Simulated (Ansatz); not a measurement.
**Cu12O (slab): density, localisation and related maps**

```xyz
13
Lattice="5.1320 0.0000 0.0000 0.0000 5.1320 0.0000 0.0000 0.0000 19.0279" Properties=species:S:1:pos:R:3 pbc="T T T"
Cu    1.2830    1.2830    4.0001
Cu    1.2830    3.8490    4.0001
Cu    3.8490    1.2830    4.0001
Cu    3.8490    3.8490    4.0001
Cu    0.0000    0.0000    5.7639
Cu    0.0000    2.5660    5.7639
Cu    2.5660    0.0000    5.7639
Cu    2.5660    2.5660    5.7639
Cu    1.2830    1.2830    7.5280
Cu    1.2830    3.8490    7.5280
Cu    3.8490    1.2830    7.5280
Cu    3.8490    3.8490    7.5280
O     1.7106    1.7106    9.1292
```

A point of a scan over the structure, not its minimum; not relaxed (largest force 0.9 eV/Å); computed without spin polarisation; PAW files of the earlier set (soft_1).

Method: DFT PBE, scalar-relativistic, plane waves, PAW in Ansatz.

The density is the valence pseudo-density of a PAW calculation; it isn't the true density close to the nuclei.

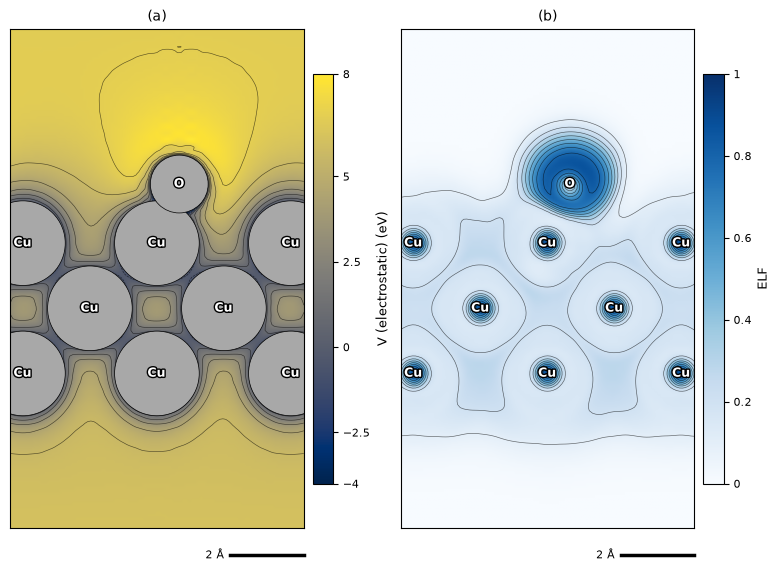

Figure 1. (a) electrostatic potential (local pseudopotential plus Hartree) felt by an electron; (b) ELF on the (11̄0) plane of the calculation cell, a cut from vacuum to vacuum. Grey discs cover the atomic cores in the potential map.

Q: Describe what can be read from this map.

A: The section cuts through Cu and O sites. Cu–O (1.71 Å): the ELF peaks at about 0.80 in the valence shell of O, 0.6 Å from its nucleus, and is about 0.30 at the midpoint. The features right at Cu lie inside the PAW spheres, where the map follows smoothed inner orbitals and isn't to be read closely.

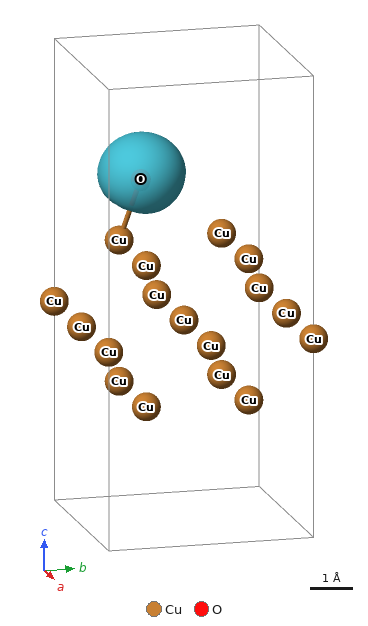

Figure 2. Isosurface of the ELF at 0.55 (cyan), seen slightly off an axis. Core shells and regions of very low density are left out. Sticks mark near contacts.

Q: What do the ELF domains correspond to?

A: At this value the surface marks out one region wrapped around O (its valence shell), counted in one cell of 13 atoms. Counts are for one cell; the picture repeats the cell along the surface.

Q: Metal or insulator at this level of theory?

A: It is gapless in this calculation (a metal or semimetal).
